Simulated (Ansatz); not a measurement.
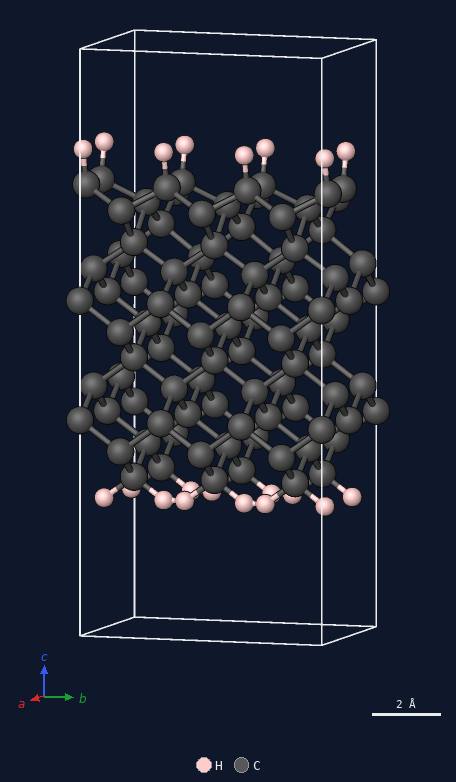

The input geometry (ball-and-stick view of the 1 × 3 repeat of the cell, with the vacuum cut short, seen slightly off an axis). Near neighbours in the crystal (not all of them lie inside the picture): H has 1 C at 1.14 Å and 1 H at 0.65 Å; C has 2 C at 1.54 Å and 2 H at 1.14 Å; C has 4 C at 1.51 to 1.58 Å; C has 3 C at 1.38 to 1.51 Å and 1 H at 1.12 Å; H has 1 C at 1.12 Å.

## Geometry relaxation, with input and output: C$_{11}$H$_{3}$ (part 1 of 3)

C$_{11}$H$_{3}$ (slab, 28 atoms in the cell), computed with DFT PBE+D3(BJ), scalar-relativistic, plane waves, PAW, no spin polarisation (Ansatz 0.2.0).

The structure derives from an entry of the Crystallography Open Database. The input holds or restrains some coordinates.

The input
```yaml
crystal:
  lattice:
    - [5.0301999768, 0.0, 0.0]
    - [0.0, 2.5150999884, 0.0]
    - [0.0, 0.0, 29.3504572858]
  atoms:
    - { symbol: H, position: [0.25, 0.1299113338, 0.289603665] }
    - { symbol: H, position: [0.25, 0.8700886662, 0.289603665] }
    - { symbol: H, position: [0.75, 0.8700886662, 0.289603665] }
    - { symbol: H, position: [0.75, 0.1299113338, 0.289603665] }
    - { symbol: C, position: [0.25, 0.5, 0.3120304365] }
    - { symbol: C, position: [0.75, 0.5, 0.3120304365] }
    - { symbol: C, position: [0.5, 0.5, 0.342327141] }
    - { symbol: C, position: [0.0, 0.5, 0.342327141] }
    - { symbol: C, position: [0.5, 0.0, 0.3726238454] }
    - { symbol: C, position: [0.0, 0.0, 0.3726238454] }
    - { symbol: C, position: [0.75, 0.0, 0.4029205498] }
    - { symbol: C, position: [0.25, 0.0, 0.4029205498] }
    - { symbol: C, position: [0.75, 0.5, 0.4332172542] }
    - { symbol: C, position: [0.25, 0.5, 0.4332172542] }
    - { symbol: C, position: [0.0038544162, 0.5, 0.4635576157] }
    - { symbol: C, position: [0.4961455838, 0.5, 0.4635576157] }
    - { symbol: C, position: [0.0042316474, 0.0, 0.4938493522] }
    - { symbol: C, position: [0.4957683526, 0.0, 0.4938493522] }
    - { symbol: C, position: [0.25, 0.0, 0.5269766824] }
    - { symbol: C, position: [0.75, 0.0, 0.521651794] }
    - { symbol: C, position: [0.25, 0.5, 0.5591381395] }
    - { symbol: C, position: [0.75, 0.5, 0.550113657] }
    - { symbol: C, position: [0.5178448435, 0.5, 0.5864210376] }
    - { symbol: C, position: [-0.0178448435, 0.5, 0.5864210376] }
    - { symbol: C, position: [0.6126310306, 0.0, 0.6097034998] }
    - { symbol: C, position: [0.8873689694, 0.0, 0.6097034998] }
    - { symbol: H, position: [0.9437305465, 0.0, 0.6466202327] }
    - { symbol: H, position: [0.5562694535, 0.0, 0.6466202327] }
basis:
  ecutwfc: 420
kpoints:
  mp_grid: { grid: [5, 10, 1] }
hamiltonian:
  xc: pbe
  dispersion: d3bj
scf:
  occupations: { method: gaussian, width: 0.05 }
output:
  forces: true
  eigenvalues: true
  write_density: true
  write_potential: true
  elf: true
  volumetric_format: npy
relax:
  adjacent_minimum: "off"
  f_tol: 0.03
  max_steps: 70
  constraints: [{ sites: [0, 1, 2, 3, 4, 5, 6, 7, 8, 9, 10, 11, 12, 13] }]
efield:
  axis: 3
  dipole_correction: true
```

Launch command:
```bash
ansatz run input.yaml --threads 2 --pin off --max-ram 5120MiB --backend cpu --events-out ev --progress --plain --runs-dir out
```

Output
```
Engine: ansatz 0.2.0, aarch64-unknown-linux-gnu
Pseudopotentials: kind: paw
Pseudopotential: H, paw, valence charge 1, recommended cutoff 420 eV (normal), H.paw.azcp
Pseudopotential: C, paw, valence charge 4, recommended cutoff 420 eV (normal), C.paw.azcp
Functional definition: PBE
  parameter kappa = 0.804
  parameter beta = 0.06672455060314922
  exchange = pbe_x(kappa = kappa, mu = beta*pi^2/3)
  correlation = pbe_c(beta = beta)
Crystal: 28 atoms, lattice volume = 371.326 Å³
Basis set: ecut = 420 eV, 7287 PW (Γ), exchange–correlation on 72×36×400 points (8 copies of the dense FFT grid, shifted against one another)
Bands: 75, of which v1, the nominal top of the filled ones, is band 47 counted from 1 (46 counted from 0)
Symmetry: 4 space group operations
Space group: Pmm2 (ITA 25), of the structure as read, at distance tolerance 7.2e-5 Å
k-points: 18 of 50
Non-local potential: H, projectors of the file, l = 0: 2, l = 1: 1
Non-local potential: C, projectors of the file, l = 0: 2, l = 1: 2, l = 2: 1
PAW form: soft (Blöchl's): semilocal exchange-correlation on the pseudo side does not see the compensation charge
PAW one-centre angular grid: H, 110 points (default); XC on 64 Gauss nodes
PAW one-centre angular grid: C, 110 points (default); XC on 64 Gauss nodes
Initial density: superposition of atomic densities (neutral atoms: chi_scale 0, normalization atom), corrected by the library's trained network
Initial wavefunctions: pseudopotential atomic-orbital guess
Functional: x = pbe(κ = 0.804, μ = 0.2195149727645171), c = pbe(β = 0.06672455060314922)
SCF iter   1: F=—  HF=-5608.347388 eV  |F-HF|=—  |Δ(HF+E_count)|=         —  Δρ=6.77e-3  dr2=4.95e-1  ethr=1.77e-3  p=-0.152 e·Å  D=-7.40e-2 V/Å  ΔV_dip=2.17 eV  dr2_dipole=4.68e-2  V_vac-E_F(+/−)=3.03/0.85 eV  ⟨swp⟩=10.9  Hψ=9021  notcnv=0  defer=235
efield: sawtooth ramp at fractional position 0.9181 (placed from the atoms, in the widest stretch of the axis that holds none; the zero of the levels goes with the place), width 0.1000; the density the first Hamiltonian is built on has a dipole p = -0.152 e·Å; the dipole correction subtracts the counter field D = -7.40e-2 V/Å, which shifts the + side's vacuum level by +2.17 eV against the − side's; the planar-averaged density in the ramp window peaks in size at 2.2e-5 e/Å³
preconditioner: auto → Resta (q_TF=auto, 2.170 Å⁻¹)  ε∞=2.4  [insulator: Δε(μ)=0.970 eV  Ē_g=15.837 eV  σ=0.050 eV  W_gap=1.00  n_scr=54 (ndim 8)  ℏωp=18.7 eV  f_vac=0.572  D(μ)=0.00/eV (n_scr^D=0)  ε∞_Penn≈2.4  vacuum switching on, ρ_ref=1.8e-2 e/Å³]
SCF iter   2: F=—  HF=-5608.245990 eV  |F-HF|=—  |Δ(HF+E_count)|=   1.01e-1  Δρ=2.83e-3  dr2=2.72e-2  ethr=5.27e-4  p=-0.049 e·Å  D=-2.39e-2 V/Å  ΔV_dip=0.70 eV  dr2_dipole=8.27e-4  V_vac-E_F(+/−)=2.01/1.31 eV  ⟨swp⟩=3.2  Hψ=2199  notcnv=0  defer=394
SCF iter   3: F=—  HF=-5608.246577 eV  |F-HF|=—  |Δ(HF+E_count)|=   5.87e-4  Δρ=1.39e-3  dr2=4.51e-3  ethr=2.89e-5  p=-0.057 e·Å  D=-2.78e-2 V/Å  ΔV_dip=0.81 eV  dr2_dipole=1.58e-4  V_vac-E_F(+/−)=2.05/1.23 eV  ⟨swp⟩=2.8  Hψ=1897  notcnv=0  defer=393
SCF iter   4: F=—  HF=-5608.249048 eV  |F-HF|=—  |Δ(HF+E_count)|=   2.47e-3  Δρ=4.16e-4  dr2=1.12e-3  ethr=4.80e-6  p=-0.043 e·Å  D=-2.10e-2 V/Å  ΔV_dip=0.62 eV  dr2_dipole=6.38e-5  V_vac-E_F(+/−)=1.92/1.31 eV  ⟨swp⟩=3.0  Hψ=2219  notcnv=0  defer=388
SCF iter   5: F=—  HF=-5608.249062 eV  |F-HF|=—  |Δ(HF+E_count)|=   1.43e-5  Δρ=1.06e-4  dr2=3.29e-5  ethr=1.19e-6  p=-0.044 e·Å  D=-2.14e-2 V/Å  ΔV_dip=0.63 eV  dr2_dipole=5.48e-6  V_vac-E_F(+/−)=1.95/1.33 eV  ⟨swp⟩=2.5  Hψ=2119  notcnv=0  defer=393
SCF iter   6: F=-5608.249077 eV  HF=-5608.249081 eV  |F-HF|=4.06e-6  |Δ(HF+E_count)|=   1.95e-5  Δρ=3.25e-5  dr2=7.33e-6  ethr=2.39e-8  p=-0.042 e·Å  D=-2.04e-2 V/Å  ΔV_dip=0.60 eV  dr2_dipole=7.17e-7  V_vac-E_F(+/−)=1.94/1.34 eV  ⟨swp⟩=32.9  Hψ=18431  notcnv=0
SCF 1 converged in 6 iterations: F = -5608.249077 eV  dr2 = 7.33e-6
  Residual-converged pass: ⟨swp⟩=1.0  Hψ=1422  notcnv=0  max |occ|·‖R‖ = 7.0e-9 eV (tolerance 1.0e-8 eV)  dr2=7.33e-6  dr2_onsite=3.63e-8  max |Δocc| = 3.6e-87
  greatest PAW one-centre occupation: 0.673 electrons in one spin orbital (limit 2), on the C atom at site 24 (counted from 0), in its partial waves of l = 0
relax step   1: F+E_penalty+E_count = -5608.24907723 eV  Δ(F+E_penalty+E_count) = +0.000e0 eV  max|allowed force component| = 7.069e0 eV/Å  Δτ_max = 0.0000 Å  (6 SCF iters, dr2 threshold 2.25e-5 eV, accepted)
Initial density: handed on by an earlier stage of this run
Initial wavefunctions: those handed on with the density
iter 1 solved again at ethr=4.50e-4 eV; its pass at ethr=3.10e-3 eV (dr2=4.23e-1 eV) is discarded
SCF iter   1: F=—  HF=-5609.348562 eV  |F-HF|=—  |Δ(HF+E_count)|=         —  Δρ=1.22e-2  dr2=3.85e-1  ethr=4.50e-4  p=-0.042 e·Å  D=-2.04e-2 V/Å  ΔV_dip=0.60 eV  dr2_dipole=6.28e-6  V_vac-E_F(+/−)=1.94/1.34 eV  ⟨swp⟩=1.3  Hψ=5253  notcnv=0  defer=393
efield: sawtooth ramp at fractional position 0.9181 (handed on by an earlier solve), width 0.1000; the density the first Hamiltonian is built on has a dipole p = -0.042 e·Å; the dipole correction subtracts the counter field D = -2.04e-2 V/Å, which shifts the + side's vacuum level by +0.60 eV against the − side's; the planar-averaged density in the ramp window peaks in size at 5.1e-6 e/Å³
preconditioner: auto → Resta (q_TF=auto, 2.170 Å⁻¹)  ε∞=2.4  [insulator: Δε(μ)=1.293 eV  Ē_g=15.836 eV  σ=0.050 eV  W_gap=1.00  n_scr=54 (ndim 8)  ℏωp=18.7 eV  f_vac=0.575  D(μ)=0.00/eV (n_scr^D=0)  ε∞_Penn≈2.4  vacuum switching on, ρ_ref=1.8e-2 e/Å³]
SCF iter   2: F=—  HF=-5609.262589 eV  |F-HF|=—  |Δ(HF+E_count)|=   8.60e-2  Δρ=5.16e-3  dr2=4.21e-2  ethr=4.10e-4  p=-0.041 e·Å  D=-1.99e-2 V/Å  ΔV_dip=0.58 eV  dr2_dipole=7.24e-5  V_vac-E_F(+/−)=1.92/1.34 eV  ⟨swp⟩=2.8  Hψ=1735  notcnv=0  defer=396
SCF iter   3: F=—  HF=-5609.258942 eV  |F-HF|=—  |Δ(HF+E_count)|=   3.65e-3  Δρ=1.63e-3  dr2=5.02e-3  ethr=4.48e-5  p=-0.044 e·Å  D=-2.15e-2 V/Å  ΔV_dip=0.63 eV  dr2_dipole=3.69e-4  V_vac-E_F(+/−)=1.97/1.34 eV  ⟨swp⟩=2.0  Hψ=2145  notcnv=0  defer=399
SCF iter   4: F=—  HF=-5609.259011 eV  |F-HF|=—  |Δ(HF+E_count)|=   6.84e-5  Δρ=3.66e-4  dr2=5.63e-4  ethr=5.34e-6  p=-0.031 e·Å  D=-1.51e-2 V/Å  ΔV_dip=0.44 eV  dr2_dipole=8.41e-5  V_vac-E_F(+/−)=1.78/1.34 eV  ⟨swp⟩=2.2  Hψ=1881  notcnv=0  defer=399
SCF iter   5: F=-5609.258963 eV  HF=-5609.258989 eV  |F-HF|=2.51e-5  |Δ(HF+E_count)|=   2.20e-5  Δρ=9.79e-5  dr2=5.14e-5  ethr=1.06e-7  p=-0.035 e·Å  D=-1.68e-2 V/Å  ΔV_dip=0.49 eV  dr2_dipole=9.27e-6  V_vac-E_F(+/−)=1.83/1.34 eV  ⟨swp⟩=26.2  Hψ=17065  notcnv=0
SCF 2 converged in 5 iterations: F = -5609.258963 eV  dr2 = 5.14e-5
  greatest PAW one-centre occupation: 0.667 electrons in one spin orbital (limit 2), on the C atom at site 4 (counted from 0), in its partial waves of l = 0
relax step   2: F+E_penalty+E_count = -5609.25896338 eV  Δ(F+E_penalty+E_count) = -1.010e0 eV  max|allowed force component| = 2.906e0 eV/Å  Δτ_max = 0.1834 Å  (5 SCF iters, dr2 threshold 1.00e-4 eV, accepted)
SCF iter   1: F=—  HF=-5609.396114 eV  |F-HF|=—  |Δ(HF+E_count)|=         —  Δρ=6.36e-3  dr2=8.91e-2  ethr=5.99e-4  p=-0.035 e·Å  D=-1.68e-2 V/Å  ΔV_dip=0.49 eV  dr2_dipole=1.18e-4  V_vac-E_F(+/−)=1.83/1.34 eV  ⟨swp⟩=4.5  Hψ=3127  notcnv=0  defer=392
efield: sawtooth ramp at fractional position 0.9181 (handed on by an earlier solve), width 0.1000; the density the first Hamiltonian is built on has a dipole p = -0.035 e·Å; the dipole correction subtracts the counter field D = -1.68e-2 V/Å, which shifts the + side's vacuum level by +0.49 eV against the − side's; the planar-averaged density in the ramp window peaks in size at 5.3e-6 e/Å³
preconditioner: auto → Resta (q_TF=auto, 2.170 Å⁻¹)  ε∞=2.4  [insulator: Δε(μ)=1.294 eV  Ē_g=15.895 eV  σ=0.050 eV  W_gap=1.00  n_scr=54 (ndim 8)  ℏωp=18.7 eV  f_vac=0.578  D(μ)=0.00/eV (n_scr^D=0)  ε∞_Penn≈2.4  vacuum switching on, ρ_ref=1.8e-2 e/Å³]
SCF iter   2: F=—  HF=-5609.369679 eV  |F-HF|=—  |Δ(HF+E_count)|=   2.64e-2  Δρ=2.92e-3  dr2=1.52e-2  ethr=9.48e-5  p=-0.028 e·Å  D=-1.38e-2 V/Å  ΔV_dip=0.40 eV  dr2_dipole=1.11e-4  V_vac-E_F(+/−)=1.74/1.34 eV  ⟨swp⟩=2.0  Hψ=2228  notcnv=0  defer=411
SCF iter   3: F=—  HF=-5609.366330 eV  |F-HF|=—  |Δ(HF+E_count)|=   3.35e-3  Δρ=5.24e-4  dr2=8.89e-4  ethr=1.62e-5  p=-0.019 e·Å  D=-9.12e-3 V/Å  ΔV_dip=0.27 eV  dr2_dipole=6.48e-5  V_vac-E_F(+/−)=1.61/1.34 eV  ⟨swp⟩=2.1  Hψ=1740  notcnv=0  defer=411
SCF iter   4: F=—  HF=-5609.366184 eV  |F-HF|=—  |Δ(HF+E_count)|=   1.46e-4  Δρ=1.57e-4  dr2=6.50e-5  ethr=9.45e-7  p=-0.022 e·Å  D=-1.08e-2 V/Å  ΔV_dip=0.32 eV  dr2_dipole=5.20e-6  V_vac-E_F(+/−)=1.66/1.34 eV  ⟨swp⟩=2.0  Hψ=2068  notcnv=0  defer=413
SCF iter   5: F=-5609.366184 eV  HF=-5609.366193 eV  |F-HF|=9.34e-6  |Δ(HF+E_count)|=   8.76e-6  Δρ=4.52e-5  dr2=1.20e-5  ethr=6.92e-8  p=-0.021 e·Å  D=-1.02e-2 V/Å  ΔV_dip=0.30 eV  dr2_dipole=2.85e-6  V_vac-E_F(+/−)=1.64/1.34 eV  ⟨swp⟩=27.3  Hψ=17565  notcnv=0
SCF 3 converged in 5 iterations: F = -5609.366184 eV  dr2 = 1.20e-5
relax step   3: F+E_penalty+E_count = -5609.36618361 eV  Δ(F+E_penalty+E_count) = -1.072e-1 eV  max|allowed force component| = 1.235e0 eV/Å  Δτ_max = 0.0620 Å  (5 SCF iters, dr2 threshold 1.00e-4 eV, accepted)
SCF iter   1: F=—  HF=-5609.481761 eV  |F-HF|=—  |Δ(HF+E_count)|=         —  Δρ=5.66e-3  dr2=6.65e-2  ethr=1.31e-3  p=-0.021 e·Å  D=-1.02e-2 V/Å  ΔV_dip=0.30 eV  dr2_dipole=2.47e-4  V_vac-E_F(+/−)=1.64/1.34 eV  ⟨swp⟩=3.8  Hψ=3157  notcnv=0  defer=227
efield: sawtooth ramp at fractional position 0.9181 (handed on by an earlier solve), width 0.1000; the density the first Hamiltonian is built on has a dipole p = -0.021 e·Å; the dipole correction subtracts the counter field D = -1.02e-2 V/Å, which shifts the + side's vacuum level by +0.30 eV against the − side's; the planar-averaged density in the ramp window peaks in size at 5.6e-6 e/Å³
preconditioner: auto → Resta (q_TF=auto, 2.170 Å⁻¹)  ε∞=2.4  [insulator: Δε(μ)=1.292 eV  Ē_g=15.809 eV  σ=0.050 eV  W_gap=1.00  n_scr=54 (ndim 8)  ℏωp=18.7 eV  f_vac=0.576  D(μ)=0.00/eV (n_scr^D=0)  ε∞_Penn≈2.4  vacuum switching on, ρ_ref=1.8e-2 e/Å³]
SCF iter   2: F=—  HF=-5609.468442 eV  |F-HF|=—  |Δ(HF+E_count)|=   1.33e-2  Δρ=2.29e-3  dr2=7.18e-3  ethr=7.08e-5  p=-0.029 e·Å  D=-1.43e-2 V/Å  ΔV_dip=0.42 eV  dr2_dipole=2.59e-7  V_vac-E_F(+/−)=1.76/1.34 eV  ⟨swp⟩=2.1  Hψ=2300  notcnv=0  defer=386
SCF iter   3: F=—  HF=-5609.468362 eV  |F-HF|=—  |Δ(HF+E_count)|=   8.02e-5  Δρ=7.17e-4  dr2=8.06e-4  ethr=7.63e-6  p=-0.028 e·Å  D=-1.37e-2 V/Å  ΔV_dip=0.40 eV  dr2_dipole=3.97e-7  V_vac-E_F(+/−)=1.74/1.34 eV  ⟨swp⟩=2.1  Hψ=1624  notcnv=0  defer=386
SCF iter   4: F=—  HF=-5609.468418 eV  |F-HF|=—  |Δ(HF+E_count)|=   5.54e-5  Δρ=1.14e-4  dr2=4.79e-5  ethr=1.06e-7  p=-0.028 e·Å  D=-1.35e-2 V/Å  ΔV_dip=0.40 eV  dr2_dipole=1.13e-6  V_vac-E_F(+/−)=1.73/1.34 eV  ⟨swp⟩=25.1  Hψ=16095  notcnv=0
SCF iter   5: F=-5609.468418 eV  HF=-5609.468420 eV  |F-HF|=1.68e-6  |Δ(HF+E_count)|=   2.45e-6  Δρ=2.45e-5  dr2=5.23e-6  ethr=5.10e-8  p=-0.027 e·Å  D=-1.32e-2 V/Å  ΔV_dip=0.39 eV  dr2_dipole=1.70e-7  V_vac-E_F(+/−)=1.73/1.34 eV  ⟨swp⟩=18.0  Hψ=13976  notcnv=0
SCF 4 converged in 5 iterations: F = -5609.468418 eV  dr2 = 5.23e-6
  Residual-converged pass: ⟨swp⟩=1.0  Hψ=1422  notcnv=0  max |occ|·‖R‖ = 7.0e-9 eV (tolerance 1.0e-8 eV)  dr2=5.23e-6  dr2_onsite=1.79e-8  max |Δocc| = 6.0e-160
relax step   4: F+E_penalty+E_count = -5609.46841842 eV  Δ(F+E_penalty+E_count) = -1.022e-1 eV  max|allowed force component| = 8.805e-2 eV/Å  Δτ_max = 0.0901 Å  (5 SCF iters, dr2 threshold 1.00e-4 eV, accepted)
SCF iter   1: F=—  HF=-5609.470173 eV  |F-HF|=—  |Δ(HF+E_count)|=         —  Δρ=1.16e-3  dr2=2.85e-3  ethr=3.71e-5  p=-0.027 e·Å  D=-1.32e-2 V/Å  ΔV_dip=0.39 eV  dr2_dipole=2.80e-6  V_vac-E_F(+/−)=1.73/1.34 eV  ⟨swp⟩=2.9  Hψ=2582  notcnv=0  defer=400
efield: sawtooth ramp at fractional position 0.9181 (handed on by an earlier solve), width 0.1000; the density the first Hamiltonian is built on has a dipole p = -0.027 e·Å; the dipole correction subtracts the counter field D = -1.32e-2 V/Å, which shifts the + side's vacuum level by +0.39 eV against the − side's; the planar-averaged density in the ramp window peaks in size at 5.4e-6 e/Å³
preconditioner: auto → Resta (q_TF=auto, 2.170 Å⁻¹)  ε∞=2.4  [insulator: Δε(μ)=1.293 eV  Ē_g=15.845 eV  σ=0.050 eV  W_gap=1.00  n_scr=54 (ndim 8)  ℏωp=18.7 eV  f_vac=0.576  D(μ)=0.00/eV (n_scr^D=0)  ε∞_Penn≈2.4  vacuum switching on, ρ_ref=1.8e-2 e/Å³]
SCF iter   2: F=—  HF=-5609.469604 eV  |F-HF|=—  |Δ(HF+E_count)|=   5.69e-4  Δρ=5.17e-4  dr2=4.09e-4  ethr=3.04e-6  p=-0.028 e·Å  D=-1.37e-2 V/Å  ΔV_dip=0.40 eV  dr2_dipole=5.04e-7  V_vac-E_F(+/−)=1.74/1.34 eV  ⟨swp⟩=2.0  Hψ=2023  notcnv=0  defer=401
SCF iter   3: F=—  HF=-5609.469592 eV  |F-HF|=—  |Δ(HF+E_count)|=   1.16e-5  Δρ=1.52e-4  dr2=4.52e-5  ethr=4.35e-7  p=-0.029 e·Å  D=-1.40e-2 V/Å  ΔV_dip=0.41 eV  dr2_dipole=1.45e-8  V_vac-E_F(+/−)=1.75/1.34 eV  ⟨swp⟩=2.0  Hψ=1610  notcnv=0  defer=401
SCF iter   4: F=—  HF=-5609.469515 eV  |F-HF|=—  |Δ(HF+E_count)|=   7.73e-5  Δρ=2.79e-5  dr2=2.58e-6  ethr=4.81e-8  p=-0.029 e·Å  D=-1.41e-2 V/Å  ΔV_dip=0.41 eV  dr2_dipole=1.14e-8  V_vac-E_F(+/−)=1.75/1.34 eV  ⟨swp⟩=2.0  Hψ=1657  notcnv=0  defer=401
SCF iter   5: F=—  HF=-5609.469515 eV  |F-HF|=—  |Δ(HF+E_count)|=   6.76e-7  Δρ=6.17e-6  dr2=3.37e-7  ethr=2.75e-9  p=-0.029 e·Å  D=-1.41e-2 V/Å  ΔV_dip=0.41 eV  dr2_dipole=1.46e-9  V_vac-E_F(+/−)=1.75/1.34 eV  ⟨swp⟩=2.0  Hψ=1718  notcnv=0  defer=401
iter 6 did not close the SCF: its close was put off until two iterations running show no level that it waits for move by more than its bar (scf_convergence_deferred on its scf_iter line)
SCF iter   6: F=-5609.469515 eV  HF=-5609.469515 eV  |F-HF|=6.55e-9  |Δ(HF+E_count)|=   4.83e-9  Δρ=2.17e-6  dr2=2.73e-8  ethr=1.06e-10  p=-0.029 e·Å  D=-1.41e-2 V/Å  ΔV_dip=0.41 eV  dr2_dipole=6.46e-12  V_vac-E_F(+/−)=1.75/1.34 eV  ⟨swp⟩=20.5  Hψ=12653  notcnv=0
iter 7 did not close the SCF: its close was put off until two iterations running show no level that it waits for move by more than its bar (scf_convergence_deferred on its scf_iter line)
SCF iter   7: F=-5609.469515 eV  HF=-5609.469515 eV  |F-HF|=5.39e-10  |Δ(HF+E_count)|=   5.73e-9  Δρ=7.95e-7  dr2=3.10e-9  ethr=2.90e-11  p=-0.029 e·Å  D=-1.41e-2 V/Å  ΔV_dip=0.41 eV  dr2_dipole=6.41e-12  V_vac-E_F(+/−)=1.75/1.34 eV  ⟨swp⟩=8.6  Hψ=8833  notcnv=0
SCF iter   8: F=-5609.469515 eV  HF=-5609.469515 eV  |F-HF|=4.00e-11  |Δ(HF+E_count)|=  8.99e-10  Δρ=2.12e-7  dr2=1.89e-10  ethr=3.30e-12  p=-0.029 e·Å  D=-1.41e-2 V/Å  ΔV_dip=0.41 eV  dr2_dipole=6.09e-13  V_vac-E_F(+/−)=1.75/1.34 eV  ⟨swp⟩=8.8  Hψ=8525  notcnv=0
SCF 5 converged in 8 iterations: F = -5609.469515 eV  dr2 = 1.89e-10
```
